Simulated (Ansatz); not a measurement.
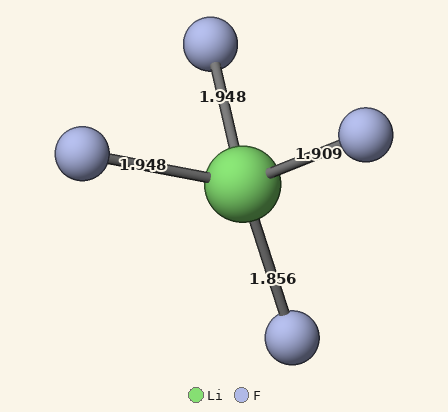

The surroundings of site Li1 (at 0.854, 0.354, 0.194) in LiF in space group I4cm, with bond lengths in Å.

Source of the atomic positions: the end point of a relaxation at fixed volume with Ansatz 0.2.0, DFT PBE, scalar-relativistic, plane waves, PAW; the starting structure was generated, so it need not be a known form of this composition.

```
CELL_PARAMETERS angstrom
6.24175 0.00000 0.00000
0.00000 6.24175 0.00000
0.00000 0.00000 4.91868
ATOMIC_POSITIONS crystal
Li 0.85354 0.35354 0.19397
Li 0.14646 0.64646 0.19397
Li 0.14646 0.35354 0.69397
Li 0.85354 0.64646 0.69397
F 0.15274 0.34726 0.30603
F 0.84726 0.65274 0.30603
F 0.84726 0.34726 0.80603
F 0.15274 0.65274 0.80603
Li 0.35354 0.85354 0.69397
Li 0.64646 0.14646 0.69397
Li 0.64646 0.85354 0.19397
Li 0.35354 0.14646 0.19397
F 0.65274 0.84726 0.80603
F 0.34726 0.15274 0.80603
F 0.34726 0.84726 0.30603
F 0.65274 0.15274 0.30603
```

Bond valence s = exp((R0 − d)/b), R0 fitted to published crystal structures with b = 0.37 Å; R0 in Å: Li+–F 1.348.

**Calculate the bond-valence sum of Li1 from the bonds drawn.**

1 × 0.253 + 1 × 0.220 + 2 × 0.198 = 0.87 v.u., against a formal valence of 1: underbonded (bonds long for this ion) by 0.13.

**And over the whole structure?**

```tsv
site	x, y, z	formal valence	bond-valence sum	difference
Li1	0.854, 0.354, 0.194	+1	0.89	-0.11
F1	0.153, 0.347, 0.306	−1	0.89	-0.11
```

These sums include all anions within 5 Å. The global instability index (root mean square of the differences over all atoms) is 0.11 v.u.: moderate strain, common in real structures. Cells relaxed with PBE tend to have slightly long bonds, which lowers the sums.
